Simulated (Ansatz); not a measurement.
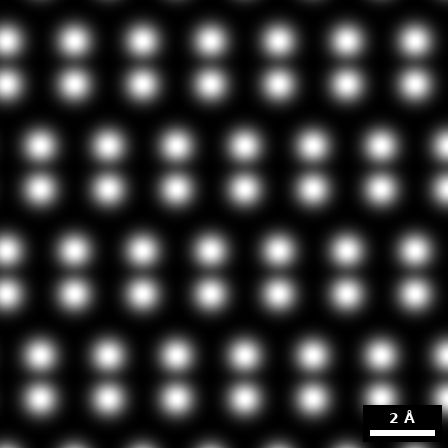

Z-contrast image of Ir (Cmcm, No. 63). Simulated incoherent Z contrast: every atom adds Z^1.7 spread by a probe of 0.68 Å full width; channelling and multiple scattering are left out. The display is stretched by a gamma of 0.65; percentages refer to the linear signal. Atomic positions: the end point of a relaxation with DFT, m-r2SCAN, plane waves (500 eV) with PAW, scalar-relativistic in Ansatz 0.2.0; the starting structure was generated, so it need not be a known form of this composition.

```
Ir
1.0
     2.65719    0.00000    0.00000
     0.00000    6.55241    0.00000
     0.00000    0.00000    3.55906
Ir
4
Direct
  0.50000 0.14700 0.25000
  0.00000 0.35300 0.75000
  0.00000 0.64700 0.25000
  0.50000 0.85300 0.75000
```

### Along which zone axis is the crystal seen: [001], [102], [110] or [101]? (Directions equivalent by symmetry count as one.)

[101]. The projected cells are 2.66 × 3.54 Å, 112° for [001]; 1.24 × 3.28 Å, 90° for [102]; 2.46 × 3.56 Å, 90° for [110]; 2.13 × 3.44 Å, 108° for [101], and the image repeats as the [101] one does.
